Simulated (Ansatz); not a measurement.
System: SnO, space group P4/nmm (No. 129).

Structure:
```cif
data_structure
_symmetry_space_group_name_H-M 'P 1'
_symmetry_Int_Tables_number 1
_cell_length_a 3.8020
_cell_length_b 3.8020
_cell_length_c 4.8360
_cell_angle_alpha 90.000
_cell_angle_beta 90.000
_cell_angle_gamma 90.000
_cell_volume 69.91
loop_
_atom_site_label
_atom_site_type_symbol
_atom_site_fract_x
_atom_site_fract_y
_atom_site_fract_z
_atom_site_occupancy
Sn1 Sn 0.00000 0.50000 0.23850 1
Sn2 Sn 0.50000 0.00000 0.76150 1
O1 O 0.00000 0.00000 0.00000 1
O2 O 0.50000 0.50000 0.00000 1
```

Method: periodic Kohn-Sham DFT of a crystal at fixed atoms, scaled to the stated factor times the given cell; pressure positive in compression (Ansatz 0.2.0). Level: PBE.

- method: frozen-core PAW
- relativity: scalar
- k mesh: 8×8×6
- occupations: Fermi–Dirac
- smearing width: 0.01 eV
- wave cutoff: 420 eV
- PAW set: soft_2

V(given) is 17.48 Å³/atom.

Describe the result: the pressure and largest field gradient Vzz against V/V(given). The V/V(given) takes the values 0.96, 0.99, 1.02, 1.06.

The pressure falls from 8.735 GPa at V/V(given) 0.96 to −1.123 GPa at 1.06, and changes sign near 1.05. The largest field gradient Vzz rises from −18.238 1e21 V/m² at V/V(given) 0.96 to −16.526 1e21 V/m² at 1.06.

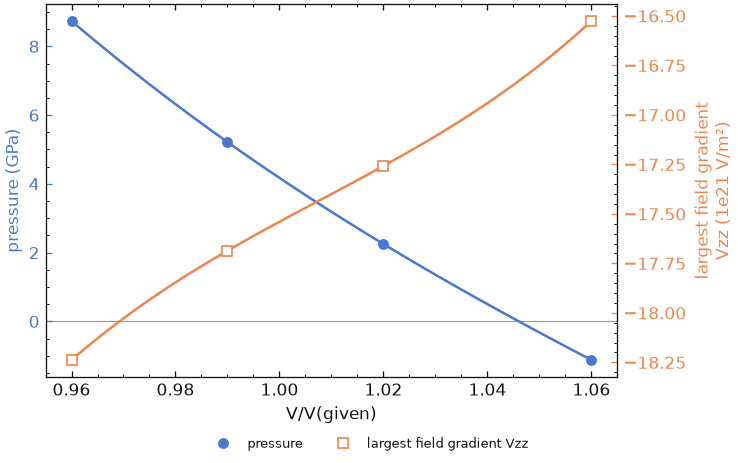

Limits of the calculation: field gradient without spin-orbit coupling on heavy atoms; no gap: field gradients move with the k mesh; small gap, it may come from the mesh; shape and atomic fractions are frozen while scaling, which makes layered, chain and framework solids too stiff.
